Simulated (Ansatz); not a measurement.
## Electronic structure of WSe2 in real space

The calculation's input:

```
crystal:
  lattice:
    - [3.3206943076, 0.0, 0.0]
    - [-1.6603471538, 2.8758056286, 0.0]
    - [0.0, 0.0, 15.2574567704]
  atoms:
    - { symbol: W, position: [0.3333333333, 0.6666666667, 0.25] }
    - { symbol: W, position: [0.6666666667, 0.3333333333, 0.75] }
    - { symbol: Se, position: [0.3333333333, 0.6666666667, 0.6400208738] }
    - { symbol: Se, position: [0.6666666667, 0.3333333333, 0.1400208738] }
    - { symbol: Se, position: [0.3333333333, 0.6666666667, 0.8599791262] }
    - { symbol: Se, position: [0.6666666667, 0.3333333333, 0.3599791262] }
basis:
  ecutwfc: 420
kpoints:
  mp_grid: { grid: [12, 12, 2] }
hamiltonian:
  xc: pbe
scf:
  occupations: { method: gaussian, width: 0.05 }
output:
  forces: true
  stress: true
  eigenvalues: true
  write_density: true
  write_potential: true
  elf: true
  volumetric_format: npy
```

Run with:

```sh
ansatz run input.yaml --threads 1 --pin off --max-ram 2560MiB --backend cpu --events-out ev --progress --plain --runs-dir out
```

Below, planes, directions and counts refer to the conventional cell (a = 3.32 Å, b = 3.32 Å, c = 15.26 Å, α = 90.00°, β = 90.00°, γ = 120.00°).

Space group P6₃/mmc.

These are results of Ansatz 0.2.0, DFT PBE, scalar-relativistic, plane waves, PAW, not measurements.

In a PAW calculation such maps are meaningful between the atoms, not at the nuclei.

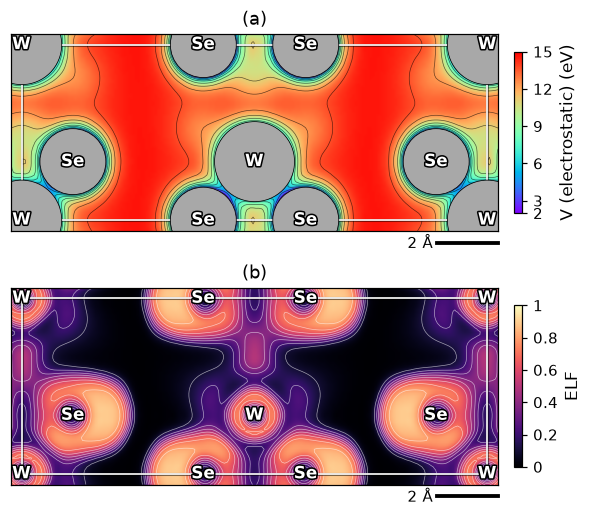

Figure 1. (a) electrostatic potential (local pseudopotential plus Hartree) felt by an electron; (b) ELF on the (110) plane of the conventional cell. Grey discs cover the atomic cores in the potential map.

Interpret the plot.

Answer. The plane passes through W and Se nuclei. W–Se (2.55 Å): the ELF is about 0.55 at the midpoint. The features right at W lie inside the PAW spheres, where the map follows smoothed inner orbitals and isn't to be read closely. Outside the cores the potential energy rises away from the atoms and is highest about 2.3 Å from the nearest atoms; its zero is arbitrary.

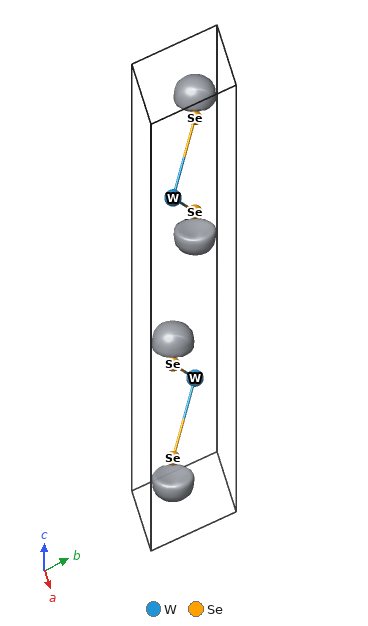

Figure 2. Isosurface of the ELF at 0.85 (grey), seen at an oblique angle. Only the valence region is drawn (cores and ρ < 0.01 e/Å³ removed). Sticks mark near contacts.

Describe the localisation domains.

Answer. The ELF exceeds this value in four lobes on Se, pointing away from the bonds (lone pairs), counted in one cell of 6 atoms. Any copies at cell faces, edges or corners count once.

Does the calculation give a band gap?

Answer. It is gapped, with a Kohn–Sham gap of 1.5 eV on the k-point mesh, an upper bound to the gap of this method.
